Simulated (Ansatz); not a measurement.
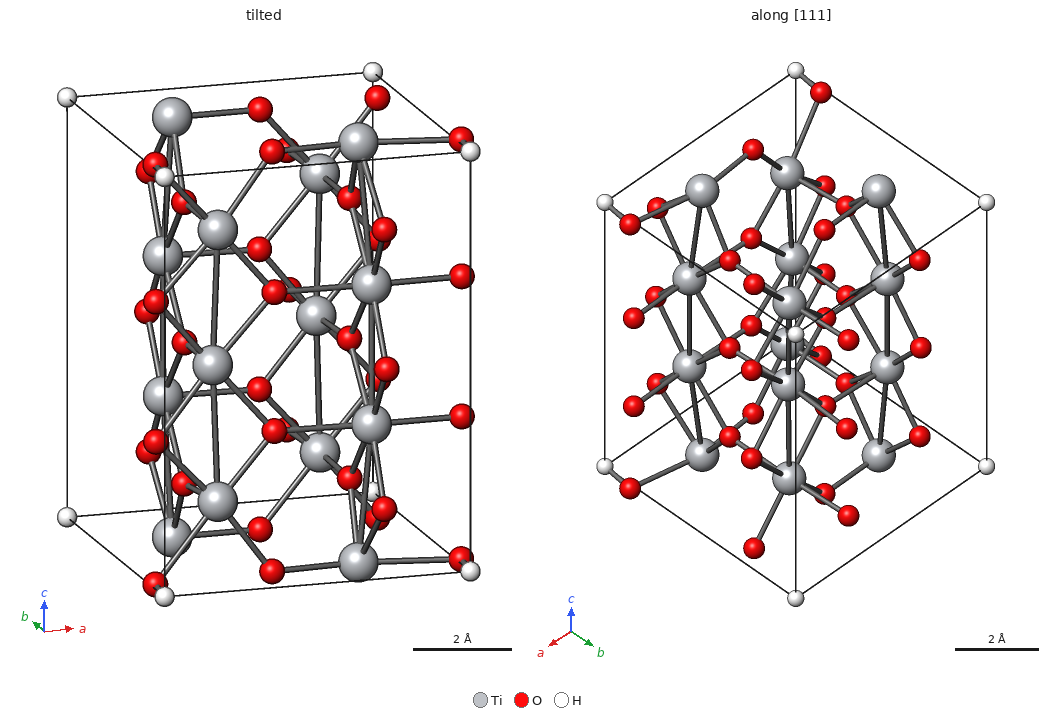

The figure gives a ball-and-stick picture of the atoms, viewed slightly off an axis and along [111]. The simulation cell is drawn as a box.

The formula is Ti$_{12}$HO$_{24}$. Cell content 12 Ti, 1 H, 24 O; Z = 1.

It derives from a structure listed in the Materials Project, repeated into a supercell with a point defect put in. The cell was then strained or its atoms displaced on purpose. The atoms were relaxed in a fixed cell with DFT PBE, scalar-relativistic, plane waves, PAW in Ansatz.
